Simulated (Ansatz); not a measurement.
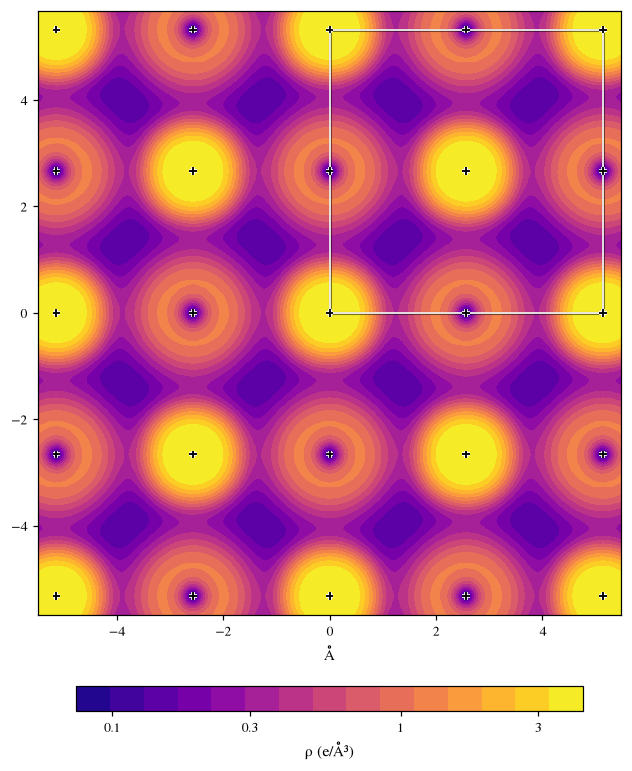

The valence charge density (pseudo) on a plane through atoms (crosses mark nuclei in the plane).

Method: Ansatz 0.2.0, DFT LDA, scalar-relativistic, plane waves, PAW.

Candidates:
A. ZrS, a = 4.95 Å, b = 5.13 Å, c = 5.32 Å, α = 90.00°, β = 90.00°, γ = 90.00°. Space group Fmmm; changed on purpose from its base cell (engineering shear strain xy +0.0000, strain +e along x and -e along y -0.0367); PAW files of the earlier set (soft_1).
B. Ir, a = 2.63 Å, b = 2.63 Å, c = 4.33 Å, α = 90.00°, β = 90.00°, γ = 90.00°. Space group I4/mmm; computed pressure about −20 GPa in this cell; computed without spin polarisation; PAW files of the earlier set (soft_1).

### Which system is this?

Candidate A: ZrS on the (100) plane of the conventional cell, which holds Zr and S. Zr–S (2.57 Å): ρ is about 0.37 e/Å³ halfway. Zr–S (2.66 Å): ρ at the midpoint is about 0.31 e/Å³.
